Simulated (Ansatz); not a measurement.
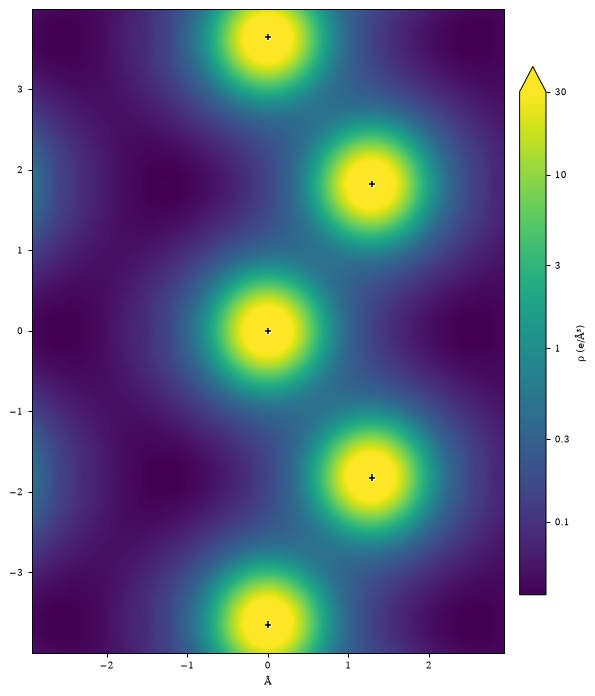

The valence electron density on a plane through atoms (crosses mark nuclei in the plane).

Level of theory: DFT, PBEsol, plane waves (420 eV) with PAW, scalar-relativistic in Ansatz 0.2.0.

Candidates:
A. Sn, a = 3.45 Å, b = 3.45 Å, c = 11.42 Å, α = 90.00°, β = 90.00°, γ = 120.00°. Space group P6₃/mmc; set up as Sn, dhcp; a generated structure, not necessarily the stable one; changed on purpose from its base cell (volume × 1.12); computed pressure about −5 GPa in this cell.
B. Cu, a = 5.16 Å, b = 5.16 Å, c = 5.16 Å, α = 90.00°, β = 90.00°, γ = 90.00°. Space group Fd-3m; set up as Cu, diamond; a generated structure, not necessarily the stable one; changed on purpose from its base cell (volume × 0.96); computed pressure about 3 GPa in this cell; computed without spin polarisation.

Which system is this?

Answer. Candidate B: Cu on the (101) plane of the conventional cell, which holds Cu. Cu–Cu (2.23 Å): the density is about 0.47 e/Å³ at the midpoint.
